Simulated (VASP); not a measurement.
**Band-structure run, with input and output: InSb**

InSb (F-43m, 2 atoms in the cell), computed with Kohn-Sham DFT of a periodic cell, PBE, VASP PAW PBE potentials, recommended, no spin polarisation (VASP 6.6.1).

The structure derives from an entry of the Crystallography Open Database.

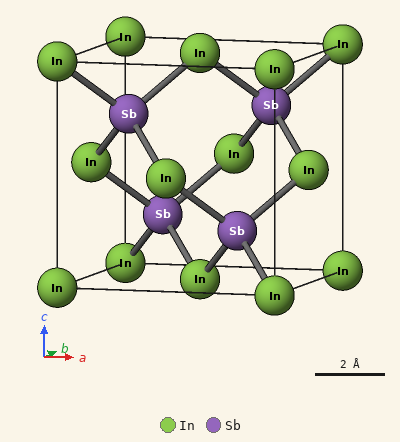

*The structure as given in the input (ball-and-stick view of the cell 4 times as large as that of the calculation, set on its symmetry axes, seen slightly off an axis).*

Near neighbours in the crystal (not all of them lie inside the picture): In has 4 Sb at 2.89 Å; Sb has 4 In at 2.89 Å.

INCAR:
```
  PREC = Accurate
  ENCUT = 520
  EDIFF = 1E-7
  ISMEAR = 0
  SIGMA = 1.0
  LREAL = False
  LASPH = True
  NELM = 80
  ALGO = Normal
  ISIF = 2
  LWAVE = False
  LCHARG = False
  GGA = PE
```

KPOINTS:
```
Automatic mesh
0
Gamma
  8 8 8
```

KPOINTS_OPT:
```
path GXWKGLUWLK,UX
10
line-mode
reciprocal
 0.0000000000  0.0000000000  0.0000000000  G
 0.5000000000  0.0000000000  0.5000000000  X

 0.5000000000  0.0000000000  0.5000000000  X
 0.5000000000  0.2500000000  0.7500000000  W

 0.5000000000  0.2500000000  0.7500000000  W
 0.3750000000  0.3750000000  0.7500000000  K

 0.3750000000  0.3750000000  0.7500000000  K
 0.0000000000  0.0000000000  0.0000000000  G

 0.0000000000  0.0000000000  0.0000000000  G
 0.5000000000  0.5000000000  0.5000000000  L

 0.5000000000  0.5000000000  0.5000000000  L
 0.6250000000  0.2500000000  0.6250000000  U

 0.6250000000  0.2500000000  0.6250000000  U
 0.5000000000  0.2500000000  0.7500000000  W

 0.5000000000  0.2500000000  0.7500000000  W
 0.5000000000  0.5000000000  0.5000000000  L

 0.5000000000  0.5000000000  0.5000000000  L
 0.3750000000  0.3750000000  0.7500000000  K

 0.6250000000  0.2500000000  0.6250000000  U
 0.5000000000  0.0000000000  0.5000000000  X
```

POSCAR:
```
InSb                                    
1.0
    0.0000000000      3.3345494807      3.3345494807
    3.3345494807      0.0000000000      3.3345494807
    3.3345494807      3.3345494807      0.0000000000
  In              Sb            
     1     1
Direct
     0.0000000000000000    0.0000000000000000    0.0000000000000000
     0.2500000000000000    0.2500000000000000    0.2500000000000000
```

Hardware: 1 thread of Intel Xeon (Granite Rapids), 64 GiB of memory available, shared host.

Run as:
```bash
cat potpaw_PBE.64/In_d/POTCAR potpaw_PBE.64/Sb/POTCAR > POTCAR
mpirun -np 1 vasp_std > vasp.out
```

OSZICAR:
```
N       E                     dE             d eps       ncg     rms          rms(c)
DAV:   1     0.110971881588E+03    0.11097E+03   -0.80386E+03   754   0.134E+03
DAV:   2     0.911422607571E+00   -0.11006E+03   -0.10728E+03   794   0.305E+02
DAV:   3    -0.687736410862E+01   -0.77888E+01   -0.76823E+01   989   0.875E+01
DAV:   4    -0.709023437483E+01   -0.21287E+00   -0.21274E+00   893   0.171E+01
DAV:   5    -0.710056317158E+01   -0.10329E-01   -0.10328E-01  1101   0.324E+00    0.358E+00
DAV:   6    -0.702151258051E+01    0.79051E-01   -0.15889E-01  1001   0.647E+00    0.207E+00
DAV:   7    -0.701310966258E+01    0.84029E-02   -0.59612E-02   955   0.255E+00    0.580E-01
DAV:   8    -0.701404414376E+01   -0.93448E-03   -0.64992E-03   993   0.106E+00    0.200E-01
DAV:   9    -0.701455384811E+01   -0.50970E-03   -0.72170E-04   844   0.281E-01    0.635E-02
DAV:  10    -0.701463662884E+01   -0.82781E-04   -0.64023E-05   939   0.552E-02    0.238E-02
DAV:  11    -0.701467681198E+01   -0.40183E-04   -0.67010E-05   809   0.519E-02    0.146E-02
DAV:  12    -0.701467793458E+01   -0.11226E-05   -0.86682E-07   937   0.778E-03    0.406E-03
DAV:  13    -0.701467841802E+01   -0.48344E-06   -0.17105E-06   799   0.881E-03    0.306E-03
DAV:  14    -0.701467831748E+01    0.10054E-06   -0.34115E-08   692   0.187E-03    0.101E-03
DAV:  15    -0.701467835734E+01   -0.39863E-07   -0.19282E-08   447   0.191E-03
   1 F= -.70146784E+01 E0= -.68999643E+01  d E =-.229428E+00
       N       E                     dE             ncg
DAV:   1     0.351351012380E+03   -0.13097E+05      762
DAV:   2    -0.276600761773E+04   -0.31174E+04      784
DAV:   3    -0.297373591700E+04   -0.20773E+03      974
DAV:   4    -0.297952062140E+04   -0.57847E+01      916
DAV:   5    -0.297978872541E+04   -0.26810E+00     1081
DAV:   6    -0.297979491656E+04   -0.61912E-02      932
DAV:   7    -0.297979512587E+04   -0.20931E-03     1122
DAV:   8    -0.297979512961E+04   -0.37422E-05      943
DAV:   9    -0.297979512968E+04   -0.70826E-07      582
       N       E                     dE             ncg
DAV:   1     0.619672539439E+03   -0.89364E+04      754
DAV:   2    -0.261669795155E+04   -0.32364E+04      779
DAV:   3    -0.285733290981E+04   -0.24063E+03     1004
DAV:   4    -0.286399512885E+04   -0.66622E+01      860
DAV:   5    -0.286429580758E+04   -0.30068E+00     1131
DAV:   6    -0.286430405196E+04   -0.82444E-02      897
DAV:   7    -0.286430430944E+04   -0.25747E-03     1146
DAV:   8    -0.286430431385E+04   -0.44138E-05      888
DAV:   9    -0.286430431393E+04   -0.76097E-07      625
       N       E                     dE             ncg
DAV:   1     0.257867358494E+03   -0.15028E+05      754
DAV:   2    -0.279660388107E+04   -0.30545E+04      819
DAV:   3    -0.300309260809E+04   -0.20649E+03      914
DAV:   4    -0.300923307120E+04   -0.61405E+01     1014
DAV:   5    -0.300943785131E+04   -0.20478E+00     1015
DAV:   6    -0.300944311139E+04   -0.52601E-02     1040
DAV:   7    -0.300944326267E+04   -0.15128E-03     1028
DAV:   8    -0.300944326547E+04   -0.28017E-05     1018
DAV:   9    -0.300944326553E+04   -0.55345E-07      572
       N       E                     dE             ncg
DAV:   1     0.804993628701E+04   -0.71826E+04      338
DAV:   2     0.666377891567E+04   -0.13862E+04      348
DAV:   3     0.657469864888E+04   -0.89080E+02      448
DAV:   4     0.657227485916E+04   -0.24238E+01      432
DAV:   5     0.657214567913E+04   -0.12918E+00      525
DAV:   6     0.657214210535E+04   -0.35738E-02      440
DAV:   7     0.657214196283E+04   -0.14251E-03      513
DAV:   8     0.657214196092E+04   -0.19175E-05      455
DAV:   9     0.657214196089E+04   -0.29890E-07      329
```

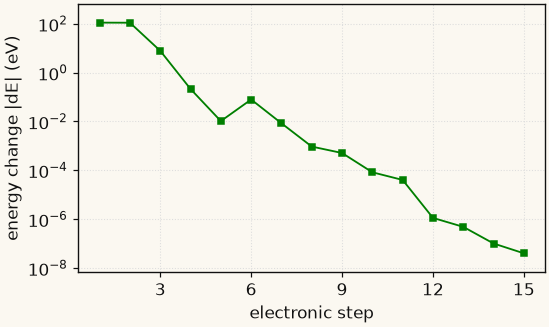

*Convergence of the self-consistent field: energy change |dE| against the electronic step.*

It takes 15 electronic steps. The density is held fixed in the first few steps, and dE rises again when its update begins.

Parts of OUTCAR:
```
PREC = Accurate
   ENCUT = 520
   EDIFF = 1E-7
   ISMEAR = 0
   LREAL = False
   LASPH = True
   NELM = 80
   ISIF = 2
   GGA = PE

 ion  position               nearest neighbor table
   1  0.000  0.000  0.000-   2 2.89   2 2.89   2 2.89   2 2.89
   2  0.250  0.250  0.250-   1 2.89   1 2.89   1 2.89   1 2.89

  LATTYP: Found a face centered cubic cell.
 ALAT       =     6.6690989614

  Lattice vectors:

 A1 = (   0.0000000000,   3.3345494807,   3.3345494807)
 A2 = (   3.3345494807,   0.0000000000,   3.3345494807)
 A3 = (   3.3345494807,   3.3345494807,   0.0000000000)

Analysis of symmetry for initial positions (statically):
=====================================================================
 Subroutine PRICEL returns:
 Original cell was already a primitive cell.

 Routine SETGRP: Setting up the symmetry group for a
 face centered cubic supercell.

 Subroutine GETGRP returns: Found 24 space group operations
 (whereof 24 operations were pure point group operations)
 out of a pool of 48 trial point group operations.

The static configuration has the point symmetry T_d .

Analysis of symmetry for dynamics (positions and initial velocities):
=====================================================================
 Subroutine PRICEL returns:
 Original cell was already a primitive cell.

 Routine SETGRP: Setting up the symmetry group for a
 face centered cubic supercell.

 Subroutine GETGRP returns: Found 24 space group operations
 (whereof 24 operations were pure point group operations)
 out of a pool of 48 trial point group operations.

The dynamic configuration has the point symmetry T_d .

 Subroutine INISYM returns: Found 24 space group operations
 (whereof 24 operations are pure point group operations),
 and found     1 'primitive' translations

----------------------------------------------------------------------------------------

                                     Primitive cell

  volume of cell :      74.1552

  direct lattice vectors                    reciprocal lattice vectors
     0.000000000  3.334549481  3.334549481    -0.149945293  0.149945293  0.149945293
     3.334549481  0.000000000  3.334549481     0.149945293 -0.149945293  0.149945293
     3.334549481  3.334549481  0.000000000     0.149945293  0.149945293 -0.149945293

  length of vectors
     4.715765100  4.715765100  4.715765100     0.259712866  0.259712866  0.259712866

  position of ions in fractional coordinates (direct lattice)
     0.000000000  0.000000000  0.000000000
     0.250000000  0.250000000  0.250000000

  ion indices of the primitive-cell ions
   primitive index   ion index
                 1           1
                 2           2

----------------------------------------------------------------------------------------

 KPOINTS: Automatic mesh

Automatic generation of k-mesh.
 Grid dimensions read from file:
 generate k-points for:    8    8    8

 Generating k-lattice:

  Cartesian coordinates                     Fractional coordinates (reciprocal lattice)
    -0.018743162  0.018743162  0.018743162     0.125000000  0.000000000  0.000000000
     0.018743162 -0.018743162  0.018743162     0.000000000  0.125000000  0.000000000
     0.018743162  0.018743162 -0.018743162     0.000000000  0.000000000  0.125000000

  Length of vectors
     0.032464108  0.032464108  0.032464108

  Shift w.r.t. Gamma in fractional coordinates (k-lattice)
     0.000000000  0.000000000  0.000000000

 Subroutine IBZKPT returns following result:
 ===========================================

 Found     29 irreducible k-points:

 Following reciprocal coordinates:
            Coordinates               Weight
  0.000000  0.000000  0.000000      1.000000
  0.125000  0.000000  0.000000      8.000000
  0.250000  0.000000  0.000000      8.000000
  0.375000  0.000000  0.000000      8.000000
  0.500000  0.000000  0.000000      4.000000
  0.125000  0.125000  0.000000      6.000000
  0.250000  0.125000  0.000000     24.000000
  0.375000  0.125000  0.000000     24.000000
  0.500000  0.125000  0.000000     24.000000
 -0.375000  0.125000  0.000000     24.000000
 -0.250000  0.125000  0.000000     24.000000
 -0.125000  0.125000  0.000000     12.000000
  0.250000  0.250000  0.000000      6.000000
  0.375000  0.250000  0.000000     24.000000
  0.500000  0.250000  0.000000     24.000000
 -0.375000  0.250000  0.000000     24.000000
 -0.250000  0.250000  0.000000     12.000000
  0.375000  0.375000  0.000000      6.000000
  0.500000  0.375000  0.000000     24.000000
 -0.375000  0.375000  0.000000     12.000000
  0.500000  0.500000  0.000000      3.000000
  0.375000  0.250000  0.125000     24.000000
  0.500000  0.250000  0.125000     48.000000
 -0.375000  0.250000  0.125000     24.000000
 [... further k-points ...]
   k-points           NKPTS =     29   k-points in BZ     NKDIM =     29   number of bands    NBANDS=     13
   number of dos      NEDOS =    301   number of ions     NIONS =      2
   total plane-waves  NPLWV =  46656
   dimension x,y,z NGX =    36 NGY =   36 NGZ =   36
   dimension x,y,z NGXF=    72 NGYF=   72 NGZF=   72
   ions per type =               1   1
   NGX,Y,Z   is equivalent  to a cutoff of  12.69, 12.69, 12.69 a.u.
   NGXF,Y,Z  is equivalent  to a cutoff of  25.38, 25.38, 25.38 a.u.
 SYSTEM =  unknown system
   PREC   = accura    normal or accurate (medium, high low for compatibility)
   ISTART =      0    job   : 0-new  1-cont  2-samecut
   ICHARG =      2    charge: 1-file 2-atom 10-const
   ISPIN  =      1    spin polarized calculation?
   LNONCOLLINEAR =      F non collinear calculations
   LSORBIT =      F    spin-orbit coupling
   LASPH  =      T    aspherical Exc in radial PAW
   ENCUT  =  520.0 eV  38.22 Ry    6.18 a.u.   8.77  8.77  8.77*2*pi/ulx,y,z
   NELM   =     80;   NELMIN=  2; NELMDL= -5     # of ELM steps
   EDIFF  = 0.1E-06   stopping-criterion for ELM
   LREAL  =      F    real-space projection
   EDIFFG = 0.1E-05   stopping-criterion for IOM
   NSW    =      0    number of steps for IOM
   IBRION =     -1    ionic relax: 0-MD 1-quasi-New 2-CG
   NFREE  =      0    steps in history (QN), initial steepest desc. (CG)
   ISIF   =      2    stress and relaxation
   ISYM   =      2    0-nonsym 1-usesym 2-fastsym
   POTIM  = 0.5000    time-step for ionic-motion
   TEBEG  =    0.0;   TEEND  =   0.0 temperature during run
   PSTRESS=    0.0 pullay stress
   NELECT =      18.0000    total number of electrons
   NUPDOWN=      -1.0000    fix difference up-down
   EMIN   =  10.00;   EMAX   =-10.00  energy-range for DOS
   EFERMI =   0.00;   METHOD = LEGACY
   ISMEAR =     0;   SIGMA  =   1.00  broadening in eV -4-tet -1-fermi 0-gaus
   EFERMI_NEDOS =   21; number of points for ismear=-14 and -15
   IALGO  =     38    algorithm
   IMIX   =      4    mixing-type and parameters
     AMIX     =   0.40;   BMIX     =  1.00
     AMIX_MAG =   1.60;   BMIX_MAG =  1.00
  volume/ion in A,a.u.               =      37.08       250.21
  Fermi-wavevector in a.u.,A,eV,Ry     =   1.021218  1.929822 14.189331  1.042886
  Thomas-Fermi vector in A             =   2.154831
   LORBIT       =      0    0 simple, 1 ext, 2 COOP (PROOUT), +10 PAW based schemes
   GGA     = PE    functional components
   LHFCALC =     F    Hartree Fock is set to
   AEXX    =    0.0000 exact exchange contribution
   IVDW    =     0    specifies the selected vdW correction
   LEPSILON=     F    determine dielectric tensor
   LRPA    =     F    only Hartree local field effects (RPA)
 non-spin polarized calculation
 Gauss-broadening in eV      SIGMA  =   1.00
  energy-cutoff  :      520.00
  volume of cell :       74.16
 maximum number of plane-waves:      2012
   NGX = 17   NGY = 17   NGZ = 17

 number of electron      18.0000007 magnetization

 Free energy of the ion-electron system (eV)
  ---------------------------------------------------
  ext. energy  EPLUGINS =         0.00000000
  ---------------------------------------------------
  free energy    TOTEN  =        -7.01467836 eV

  energy without entropy =       -6.78525023  energy(sigma->0) =       -6.89996429

 E-fermi :   4.5104     XC(G=0):  -8.3305     alpha+bet : -9.3857

 val. band max:        4.2129813043   @ k =   0.0000   0.0000   0.0000
 cond. band min:       4.6163332523   @ k =   0.5000   0.0000   0.0000
 fundamental gap:      0.4033519481
 Fermi energy:         4.5103865314

 k-point     1 :       0.0000    0.0000    0.0000
  band No.  band energies     occupation
      1     -10.1958      2.00000
      2     -10.1958      2.00000
      3     -10.1958      2.00000
      4     -10.1314      2.00000
      5     -10.1314      2.00000
      6      -5.9875      2.00000
      7       3.5481      1.82647
      8       4.2130      1.32595
      9       4.2130      1.32595
     10       4.2130      1.32595
     11       7.1928      0.00015
     12       7.1928      0.00015
     13       7.1928      0.00015

 k-point     2 :       0.1250    0.0000    0.0000
  band No.  band energies     occupation
      1     -10.2007      2.00000
      2     -10.1935      2.00000
      3     -10.1935      2.00000
      4     -10.1315      2.00000
      5     -10.1315      2.00000
      6      -5.8637      2.00000
      7       2.2742      1.99844
      8       4.0361      1.49759
      9       4.0361      1.49759
     10       4.9015      0.58014
     11       7.4467      0.00003
     12       7.4467      0.00003
     13       7.4705      0.00003

 k-point     3 :       0.2500    0.0000    0.0000
  band No.  band energies     occupation
      1     -10.2125      2.00000
      2     -10.1883      2.00000
      3     -10.1883      2.00000
      4     -10.1314      2.00000
      5     -10.1314      2.00000
      6      -5.5197      2.00000
      7       0.7249      2.00000
      8       3.6976      1.74963
      9       3.6976      1.74963
     10       4.9104      0.57162
     11       7.8644      0.00000
     12       7.8644      0.00000
     13       8.6716      0.00000

 k-point     4 :       0.3750    0.0000    0.0000
  band No.  band energies     occupation
      1     -10.2241      2.00000
      2     -10.1838      2.00000
      3     -10.1838      2.00000
      4     -10.1306      2.00000
      5     -10.1306      2.00000
      6      -5.0729      2.00000
      7      -0.5064      2.00000
      8       3.4313      1.87301
      9       3.4313      1.87301
     10       4.7028      0.78556
     11       8.0164      0.00000
     12       8.0164      0.00000
     13      10.1356      0.00000

 k-point     5 :       0.5000    0.0000    0.0000
  band No.  band energies     occupation
      1     -10.2289      2.00000
      2     -10.1821      2.00000
      3     -10.1821      2.00000
      4     -10.1301      2.00000
      5     -10.1301      2.00000
      6      -4.8326      2.00000
      7      -1.0163      2.00000
      8       3.3346      1.90366
      9       3.3346      1.90366
     10       4.6163      0.88090
     11       8.0170      0.00000
     12       8.0170      0.00000
     13      10.3350      0.00000

 [... the levels of 18 k-points are left out ...]

 k-point    24 :      -0.3750    0.2500    0.1250
  band No.  band energies     occupation
      1     -10.2361      2.00000
      2     -10.1785      2.00000
      3     -10.1741      2.00000
      4     -10.1341      2.00000
      5     -10.1299      2.00000
      6      -4.5988      2.00000
      7      -1.0294      2.00000
      8       1.8450      1.99984
      9       2.7895      1.98506
     10       6.2791      0.01237
     11       7.6928      0.00001
     12       9.0896      0.00000
     13      10.0986      0.00000

 [... further k-points ...]

------------------------ aborting loop because EDIFF is reached ----------------------------------------

  FORCE on cell =-STRESS in cart. coord.  units (eV):
  Direction    XX          YY          ZZ          XY          YZ          ZX
  --------------------------------------------------------------------------------------
  -------------------------------------------------------------------------------------
  Total       -0.0029021     -0.0029021     -0.0029021      0.0000000      0.0000000      0.0000000
  in kB       -0.0627020     -0.0627020     -0.0627020      0.0000000      0.0000000      0.0000000
  external PRESSURE =      -0.0627020 kB  Pullay stress =       0.0000000 kB

 VOLUME and BASIS-vectors are now :
 -----------------------------------------------------------------------------
  energy-cutoff  :      520.00
  volume of cell :       74.16
      direct lattice vectors                 reciprocal lattice vectors
     0.000000000  3.334549481  3.334549481    -0.149945293  0.149945293  0.149945293
     3.334549481  0.000000000  3.334549481     0.149945293 -0.149945293  0.149945293
     3.334549481  3.334549481  0.000000000     0.149945293  0.149945293 -0.149945293

 POSITION                                       TOTAL-FORCE (eV/Angst)
 -----------------------------------------------------------------------------------
      0.00000      0.00000      0.00000         0.000000      0.000000      0.000000
      1.66727      1.66727      1.66727        -0.000000     -0.000000     -0.000000
 -----------------------------------------------------------------------------------
    total drift:                               -0.000000     -0.000000     -0.000000

  FREE ENERGIE OF THE ION-ELECTRON SYSTEM (eV)
  ---------------------------------------------------
  free  energy   TOTEN  =        -7.0146783573 eV

  energy  without entropy=       -6.7852502311  energy(sigma->0) =       -6.89996429
```

CONTCAR:
```
InSb
   1.00000000000000
     0.0000000000000000    3.3345494806999998    3.3345494806999998
     3.3345494806999998    0.0000000000000000    3.3345494806999998
     3.3345494806999998    3.3345494806999998    0.0000000000000000
  In              Sb
     1     1
Direct
     0.0000000000000000    0.0000000000000000    0.0000000000000000
     0.2500000000000000    0.2500000000000000    0.2500000000000000

  0.00000000E+00  0.00000000E+00  0.00000000E+00
  0.00000000E+00  0.00000000E+00  0.00000000E+00
```

Key numbers:

| quantity | value |
| --- | --- |
| outcome | converged |
| space group (tolerance 0.01 Å) | F-43m (216) |
| electrons treated | 18 |
| free energy | −7.0147 eV |
| Fermi energy of the self-consistent step | 4.510 eV |
| gap on the k-point mesh | none (metallic) |
| gap on the band path | 0.00 eV |
| pressure | −0.01 GPa |
| largest force (length of the vector) | under 0.001 eV/Å |
| wall time | 34 s |
| peak memory | 0.22 GiB |
